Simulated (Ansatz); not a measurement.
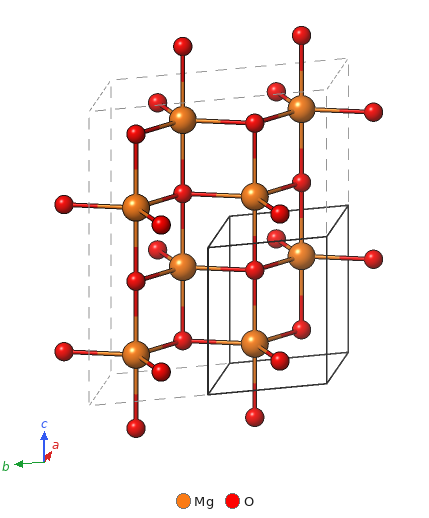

Structure drawing (ball-and-stick), viewed from a general direction. The solid box is one conventional unit cell, and 1×2×2 cells are shown. A few atoms beyond the faces are included.

MgO, space group P6_3/mmc (No. 194), a = 3.48 Å, b = 3.48 Å, c = 4.19 Å, α = 90.00°, β = 90.00°, γ = 120.00°.

Run with DFT, HSE06, plane waves, PAW (Ansatz) and these settings: an energy cutoff of 420 eV, a 6×6×4 k-point grid, no spin polarisation.

### Classify it as metallic or gapped, with the value.

An insulator at this level, with a gap of 5.05 eV, direct.

### State the hydrostatic pressure.

The computed pressure is -0.1 GPa, close to zero.

The initial geometry was a structure listed in the Materials Project. Earlier steps of the study may have refined or changed the cell and positions. It went into a calculation with Ansatz.
